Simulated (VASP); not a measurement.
# RPA total energies of MgO (Periclase)

Aim: total energies of MgO (Periclase) from exact exchange and RPA correlation, beside cheaper functionals. The scan starts from a database cell, scaled to the smallest volume of the series. The cell is of the rock-salt type, one of the forms listed for this formula. The start is a cell from a database of measured crystal structures.

Calculated with VASP 6.6.1; PBE; plane waves and PAW (Mg_GW, O_GW), in the first sound run; inputs show where later runs differ.

The database entry behind the starting cell differs from later determinations by our own check (about 0.1 % long), so it need not match the best structure at ambient conditions.

### 1. Starting point

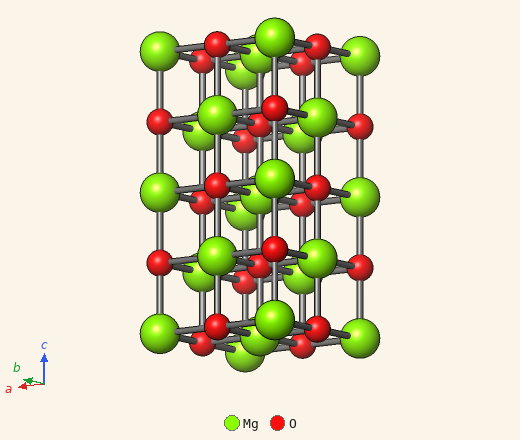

The starting structure, seen from a free direction (magnesium green, oxygen red). 1×1×2 cells are drawn. This picture shows the conventional cell, with its axes. Some periodic images of atoms are drawn too.

### 2. Orbitals, volume ratio 0.94

RPA gives no stress here, so the energy is scanned over volumes, at one cutoff and mesh. Volumes are given as ratios to a reference cell, and this first cell is that cell scaled to 0.94. Each point starts from PBE orbitals, tightly converged.

INCAR

```
SYSTEM = MgO
PREC = Accurate
ENCUT = 560
EDIFF = 1E-08
NELM = 100
ISMEAR = 0
SIGMA = 0.05
LREAL = .FALSE.
ALGO = Normal
GGA = PE
NBANDS = 10
LORBIT = 11
LWAVE = .TRUE.
LCHARG = .FALSE.
KPAR = 8
```

POSCAR

```
MgO
1.0
    0.0000000000      2.0654573102      2.0654573102
    2.0654573102      0.0000000000      2.0654573102
    2.0654573102      2.0654573102      0.0000000000
Mg O
1 1
Direct
    0.0000000000      0.0000000000      0.0000000000
    0.5000000000      0.5000000000      0.5000000000
```

KPOINTS

```
Automatic mesh
0
Gamma
4 4 4
0 0 0
```

PAW data sets: Mg_GW and O_GW (PBE family, release 64).

Command:

```sh
mpirun -np 8 vasp_std
```

What it wrote:

```text
[banner, memory and clock lines left out]
running    8 mpi-ranks, on    1 nodes
 distrk:  each k-point on    1 cores,    8 groups
 distr:  one band on    1 cores,    1 groups

 POSCAR found type information on POSCAR MgO
 POSCAR found :  2 types and       2 ions
|                                                                             |
|           W    W    AA    RRRRR   N    N  II  N    N   GGGG   !!!           |
|           W    W   A  A   R    R  NN   N  II  NN   N  G    G  !!!           |
|           W    W  A    A  R    R  N N  N  II  N N  N  G       !!!           |
|           W WW W  AAAAAA  RRRRR   N  N N  II  N  N N  G  GGG   !            |
|           WW  WW  A    A  R   R   N   NN  II  N   NN  G    G                |
|           W    W  A    A  R    R  N    N  II  N    N   GGGG   !!!           |
|                                                                             |
|     For optimal performance we recommend to set                             |
|       NCORE = 2 up to number-of-cores-per-socket                            |
|     NCORE specifies how many cores store one orbital (NPAR=cpu/NCORE).      |
|     This setting can greatly improve the performance of VASP for DFT.       |
|     The default, NCORE=1 might be grossly inefficient on modern             |
|     multi-core architectures or massively parallel machines. Do your        |
|     Unfortunately you need to use the default for GW and RPA                |
|     calculations (for HF NCORE is supported but not extensively tested      |
|     yet).                                                                   |
|                                                                             |

 LDA part: xc-table for (Slater+PW92), standard interpolation
 POSCAR, INCAR and KPOINTS ok, starting setup
 FFT: planning ... GRIDC
 FFT: planning ... GRID_SOFT
 FFT: planning ... GRID
 WAVECAR not read
 entering main loop
       N       E                     dE             d eps       ncg     rms          rms(c)
DAV:   1     0.446221881849E+02    0.44622E+02   -0.55721E+03   160   0.797E+02
DAV:   2    -0.113767980709E+02   -0.55999E+02   -0.52839E+02   164   0.266E+02
DAV:   3    -0.134275265719E+02   -0.20507E+01   -0.20478E+01   224   0.456E+01
DAV:   4    -0.134418414730E+02   -0.14315E-01   -0.14313E-01   190   0.380E+00
DAV:   5    -0.134420068136E+02   -0.16534E-03   -0.16533E-03   212   0.376E-01    0.721E+00
DAV:   6    -0.118820427833E+02    0.15600E+01   -0.85847E+00   240   0.317E+01    0.223E+00
DAV:   7    -0.118654296568E+02    0.16613E-01   -0.30583E-02   182   0.257E+00    0.133E+00
DAV:   8    -0.118590328967E+02    0.63968E-02   -0.23810E-02   186   0.299E+00    0.137E-01
DAV:   9    -0.118591603495E+02   -0.12745E-03   -0.21695E-03   256   0.615E-01    0.814E-02
DAV:  10    -0.118591156856E+02    0.44664E-04   -0.54185E-04   192   0.294E-01    0.636E-03
DAV:  11    -0.118591158403E+02   -0.15471E-06   -0.46989E-06   182   0.242E-02    0.268E-03
DAV:  12    -0.118591157506E+02    0.89670E-07   -0.55089E-07   216   0.801E-03    0.813E-04
DAV:  13    -0.118591157071E+02    0.43523E-07   -0.63243E-08   190   0.327E-03    0.165E-04
DAV:  14    -0.118591156909E+02    0.16249E-07   -0.14151E-09   102   0.584E-04    0.193E-05
DAV:  15    -0.118591156895E+02    0.13533E-08   -0.18283E-10    92   0.146E-04
   1 F= -.11859116E+02 E0= -.11859116E+02  d E =-.820811E-14
 writing wavefunctions
```

Elapsed: 2.6 s, on 8 MPI ranks of Intel Xeon Platinum 8488C (Sapphire Rapids), shared host; peak memory 1 GiB; 12 s of CPU time.

The logs omit lines about the potential files and the build; timing stands in the text.

OUTCAR, selected parts (step 2):

```text
ion  position               nearest neighbor table
   1  0.000  0.000  0.000-   2 2.07   2 2.07   2 2.07   2 2.07   2 2.07   2 2.07
   2  0.500  0.500  0.500-   1 2.07   1 2.07   1 2.07   1 2.07   1 2.07   1 2.07

  LATTYP: Found a face centered cubic cell.
 ALAT       =     4.1309146204

 Subroutine GETGRP returns: Found 48 space group operations
 (whereof 48 operations were pure point group operations)

The static configuration has the point symmetry O_h .

 Found      8 irreducible k-points:

   k-points           NKPTS =      8   k-points in BZ     NKDIM =      8   number of bands    NBANDS=     10

   dimension x,y,z NGX =    24 NGY =   24 NGZ =   24
   dimension x,y,z NGXF=    48 NGYF=   48 NGZF=   48

   ENCUT  =  560.0 eV  41.16 Ry    6.42 a.u.   5.64  5.64  5.64*2*pi/ulx,y,z

   NELECT =       8.0000    total number of electrons

 k-points in reciprocal lattice and weights: Automatic mesh
   0.00000000  0.00000000  0.00000000       0.016
   0.25000000  0.00000000  0.00000000       0.125
   0.50000000  0.00000000  0.00000000       0.062
   0.25000000  0.25000000  0.00000000       0.094
   0.50000000  0.25000000  0.00000000       0.375
  -0.25000000  0.25000000  0.00000000       0.188
   0.50000000  0.50000000  0.00000000       0.047
  -0.25000000  0.50000000  0.25000000       0.094

 average (electrostatic) potential at core
       1 -34.3879       2 -69.1200

 E-fermi :   3.9023

 k-point     1 :       0.0000    0.0000    0.0000
  band No.  band energies     occupation
      1     -13.9352      2.00000
      2       3.6483      2.00000
      3       3.6483      2.00000
      4       3.6483      2.00000
      5       8.9555      0.00000
      6      19.7735      0.00000
      7      19.7735      0.00000
      8      19.7735      0.00000
      9      23.8504      0.00000
    ...

 k-point     2 :       0.2500    0.0000    0.0000
  band No.  band energies     occupation
      1     -13.2839      2.00000
      2       0.8719      2.00000
      3       3.2708      2.00000
      4       3.2708      2.00000
      5      11.2798      0.00000
      6      16.5961      0.00000
      7      20.7582      0.00000
      8      20.7582      0.00000
      9      24.3843      0.00000
    ...

 k-point     3 :       0.5000    0.0000    0.0000
  band No.  band energies     occupation
      1     -12.4984      2.00000
      2      -1.2387      2.00000
      3       2.9259      2.00000
      4       2.9259      2.00000
      5      11.9157      0.00000
      6      16.9243      0.00000
      7      20.5089      0.00000
      8      20.5089      0.00000
      9      25.3991      0.00000
    ...

  Total        1.6058330      1.6058330      1.6058330     -0.0000000      0.0000000     -0.0000000
  in kB      145.9930902    145.9930902    145.9930902     -0.0000000      0.0000000     -0.0000000
  external PRESSURE =     145.9930902 kB  Pullay stress =       0.0000000 kB

  energy-cutoff  :      560.00
  volume of cell :       17.62
      direct lattice vectors                 reciprocal lattice vectors
     0.000000000  2.065457310  2.065457310    -0.242077141  0.242077141  0.242077141
     2.065457310  0.000000000  2.065457310     0.242077141 -0.242077141  0.242077141
     2.065457310  2.065457310  0.000000000     0.242077141  0.242077141 -0.242077141

 POSITION                                       TOTAL-FORCE (eV/Angst)
 -----------------------------------------------------------------------------------
      0.00000      0.00000      0.00000         0.000000      0.000000      0.000000
      2.06546      2.06546      2.06546        -0.000000     -0.000000      0.000000
 -----------------------------------------------------------------------------------
    total drift:                               -0.000000     -0.000000      0.000000

  FREE ENERGIE OF THE ION-ELECTRON SYSTEM (eV)
  ---------------------------------------------------
  free  energy   TOTEN  =       -11.8591156895 eV

  energy  without entropy=      -11.8591156895  energy(sigma->0) =      -11.85911569

 total charge
# of ion       s       p       d       tot
------------------------------------------
    1        0.154   0.198   0.092   0.444
    2        1.509   3.544   0.000   5.053
--------------------------------------------------
tot          1.663   3.743   0.092   5.497

[... 3 further parts left out ...]
```

The gap is read on the k-mesh alone, so it is an upper bound where the band edges lie off the mesh.

A gap read on the k-mesh alone can miss the band edges.

Numbers from this step:

```
free energy (TOTEN)            : -11.86 eV
Fermi energy                   : 3.902 eV
pressure                       : 14.60 GPa
gap on the k-mesh              : 5.307 eV
least direct gap on the k-mesh : 5.307 eV
```

### 3. Exact exchange, volume ratio 0.94

This step: Hartree-Fock energy on PBE orbitals; plane waves and PAW (Mg_GW, O_GW) (VASP 6.6.1).

The Hartree-Fock energy is evaluated once on these orbitals (ALGO = Eigenval, NELM = 1), without letting them relax. It uses the mesh of the correlation step, and the total energy is their sum.

INCAR

```
SYSTEM = MgO
PREC = Accurate
ENCUT = 560
ISMEAR = 0
SIGMA = 0.05
LREAL = .FALSE.
GGA = PE
NBANDS = 10
ALGO = Eigenval
NELM = 1
LHFCALC = .TRUE.
AEXX = 1
ALDAC = 0
AGGAC = 0
PRECFOCK = Normal
LWAVE = .FALSE.
LCHARG = .FALSE.
```

POSCAR is that of step 2.

KPOINTS is that of step 2.

The run starts from files that an earlier step left in the folder.

Command:

```sh
mpirun -np 8 vasp_std
```

What it wrote:

```text
[banner, memory and clock lines left out]
running    8 mpi-ranks, on    1 nodes
 distrk:  each k-point on    8 cores,    1 groups
 distr:  one band on    1 cores,    8 groups

 POSCAR found type information on POSCAR MgO
 POSCAR found :  2 types and       2 ions
 [... a notice as in an earlier step ...]

 LDA part: xc-table for (Slater+PW92), standard interpolation
|                                                                             |
|           W    W    AA    RRRRR   N    N  II  N    N   GGGG   !!!           |
|           W    W   A  A   R    R  NN   N  II  NN   N  G    G  !!!           |
|           W    W  A    A  R    R  N N  N  II  N N  N  G       !!!           |
|           W WW W  AAAAAA  RRRRR   N  N N  II  N  N N  G  GGG   !            |
|           WW  WW  A    A  R   R   N   NN  II  N   NN  G    G                |
|           W    W  A    A  R    R  N    N  II  N    N   GGGG   !!!           |
|                                                                             |
|     The number of bands has been changed from the values supplied in        |
|     The orbitals not found in the WAVECAR file will be initialized with     |
|     random numbers, which is usually adequate. For correlated               |
|     calculations, however, you should redo the groundstate calculation.     |
|     I found NBANDS = 10. Now, NBANDS = 16.                                  |
|                                                                             |

 found WAVECAR, reading the header
  number of bands has changed, file:    10 present:    16
  trying to continue reading WAVECAR, but it might fail
 POSCAR, INCAR and KPOINTS ok, starting setup
 FFT: planning ... GRIDC
 FFT: planning ... GRID_SOFT
 FFT: planning ... GRID
 reading WAVECAR
 random initialization beyond band           10
 the WAVECAR file was read successfully
 initial charge from wavefunction
 entering main loop
       N       E                     dE             d eps       ncg     rms          rms(c)
EIG:   1    -0.213347308397E+02   -0.21335E+02    0.00000E+00     0   0.000E+00
   1 F= -.21334731E+02 E0= -.21334731E+02  d E =-.104705E-15
```

The job ended after 5.4 s (8 MPI ranks; peak memory 0.83 GiB).

Parts of OUTCAR (step 3):

```text
The static configuration has the point symmetry O_h .

 Found      8 irreducible k-points:

   k-points           NKPTS =      8   k-points in BZ     NKDIM =     64   number of bands    NBANDS=     16

   NELECT =       8.0000    total number of electrons

  exchange ACFDT corr.  =        -0.00000000  see jH, gK, PRB 81, 115126

 E-fermi :   3.9230

 k-point     1 :       0.0000    0.0000    0.0000
  band No.  band energies     occupation
      1     -25.7849      2.00000
      2      -2.0150      2.00000
      3      -2.0150      2.00000
      4      -2.0150      2.00000
      5      14.0388      0.00000
      6      25.8517      0.00000
      7      25.8517      0.00000
      8      25.8517      0.00000
      9      30.2294      0.00000
    ...

 k-point     2 :       0.2500    0.0000    0.0000
  band No.  band energies     occupation
      1     -25.0253      2.00000
      2      -5.2629      2.00000
      3      -2.5046      2.00000
      4      -2.5046      2.00000
      5      16.6870      0.00000
      6      22.7539      0.00000
      7      27.0888      0.00000
      8      27.0888      0.00000
      9      31.2111      0.00000
    ...

 POSITION                                       TOTAL-FORCE (eV/Angst)
 -----------------------------------------------------------------------------------
      0.00000      0.00000      0.00000         0.000000      0.000000      0.000000
      2.06546      2.06546      2.06546        -0.000000      0.000000     -0.000000
 -----------------------------------------------------------------------------------
    total drift:                               -0.000000      0.000000      0.000000

  FREE ENERGIE OF THE ION-ELECTRON SYSTEM (eV)
  ---------------------------------------------------
  free  energy   TOTEN  =       -21.3347308397 eV

  energy  without entropy=      -21.3347308397  energy(sigma->0) =      -21.33473084

[... 7 parts as in an earlier step ...]

[... 5 further parts left out ...]
```

The k-mesh is coarse for unscreened exact exchange, which converges slowly with it.

Numbers from this step:

```yaml
free_energy_toten: -21.33 eV
```

The Hartree-Fock energy on these orbitals is -10.6674 eV an atom.

### 4. Empty bands, volume ratio 0.94

This step: PBE; plane waves and PAW (Mg_GW, O_GW) (VASP 6.6.1).

The next step needs empty bands that the ground-state run didn't converge, so the Hamiltonian is diagonalised exactly for NBANDS bands, in a single step. LOPTICS writes the k-derivatives of the orbitals (WAVEDER), which give the long-wavelength limit of the screening.

INCAR

```
SYSTEM = MgO
PREC = Accurate
ENCUT = 560
ISMEAR = 0
SIGMA = 0.05
LREAL = .FALSE.
GGA = PE
NBANDS = 544
ALGO = Exact
NELM = 1
LWAVE = .TRUE.
LCHARG = .FALSE.
LOPTICS = .TRUE.
NEDOS = 1000
CSHIFT = 0.1
```

POSCAR is that of step 3.

KPOINTS is that of step 3.

Command:

```sh
mpirun -np 8 vasp_std
```

What it wrote:

```text
[banner, memory and clock lines left out]
running    8 mpi-ranks, on    1 nodes
 distrk:  each k-point on    8 cores,    1 groups
 distr:  one band on    1 cores,    8 groups

 POSCAR found type information on POSCAR MgO
 POSCAR found :  2 types and       2 ions
 [... a notice as in an earlier step ...]

 LDA part: xc-table for (Slater+PW92), standard interpolation
 found WAVECAR, reading the header
  number of bands has changed, file:    10 present:   544
  trying to continue reading WAVECAR, but it might fail
 POSCAR, INCAR and KPOINTS ok, starting setup
 FFT: planning ... GRIDC
 FFT: planning ... GRID_SOFT
 FFT: planning ... GRID
 reading WAVECAR
 random initialization beyond band           10
 the WAVECAR file was read successfully
 initial charge from wavefunction
 entering main loop
       N       E                     dE             d eps       ncg     rms          rms(c)
DIA:   1    -0.118591156890E+02   -0.11859E+02    0.00000E+00     0   0.000E+00
   1 F= -.11859116E+02 E0= -.11859116E+02  d E =-.318233E-39
 writing wavefunctions
 optical routines
 imaginary and real dielectric function
 recalculating local potential from charge density
 direction            1
 direction            2
 direction            3
```

Elapsed: 3 s, on 8 MPI ranks; peak memory 0.92 GiB; 14 s of CPU time.

OUTCAR, selected parts (step 4):

```text
The static configuration has the point symmetry O_h .

 Found      8 irreducible k-points:

   k-points           NKPTS =      8   k-points in BZ     NKDIM =      8   number of bands    NBANDS=    544

   NELECT =       8.0000    total number of electrons

 E-fermi :   4.1075

 k-point     5 :       0.5000    0.2500    0.0000
  band No.  band energies     occupation
      1     -12.3692      2.00000
      2      -0.3922      2.00000
      3       1.5991      2.00000
      4       2.5524      2.00000
      5      13.7281      0.00000
      6      15.7435      0.00000
      7      17.5384      0.00000
      8      21.9767      0.00000
      9      23.1772      0.00000
    ...

  Total        1.6057724      1.6057724      1.6057724     -0.0000000     -0.0000000      0.0000000
  in kB      145.9875749    145.9875749    145.9875749     -0.0000000     -0.0000000      0.0000000
  external PRESSURE =     145.9875749 kB  Pullay stress =       0.0000000 kB

 POSITION                                       TOTAL-FORCE (eV/Angst)
 -----------------------------------------------------------------------------------
      0.00000      0.00000      0.00000         0.000000      0.000000     -0.000000
      2.06546      2.06546      2.06546        -0.000000     -0.000000      0.000000
 -----------------------------------------------------------------------------------
    total drift:                               -0.000000     -0.000000      0.000000

  FREE ENERGIE OF THE ION-ELECTRON SYSTEM (eV)
  ---------------------------------------------------
  free  energy   TOTEN  =       -11.8591156890 eV

  energy  without entropy=      -11.8591156890  energy(sigma->0) =      -11.85911569

 plasma frequency squared (from intraband transitions) (eV^2)
  --------------------------------------------------------------------------------------
       0.000      -0.000      -0.000
      -0.000       0.000       0.000
      -0.000       0.000       0.000

[... 13 parts as in an earlier step ...]
```

WAVECAR now holds 544 bands for 8 electrons. Its independent-particle dielectric tensor has xx, yy, zz = 3.3, 3.3, 3.3 on this mesh, which isn't tested for convergence in mesh or bands and lacks local fields.

(Continued in part 2 of 6.)

[Lines on the potential files, build, host, timing and source positions are cut from VASP's logs without a mark.]

[Logs are printed without paths, hosts, clocks, repeated set-up lines and the standing remarks that a program may print on its own settings, such as how far it seeks lower states.]

[Hosts, paths, dates, database ids (printed as entryN), source tags and the programs' standing remarks are cut or masked in the printed files.]

[Pressures printed for these runs are not shown converged in the cutoff: they can be off by several GPa and have the wrong sign.]
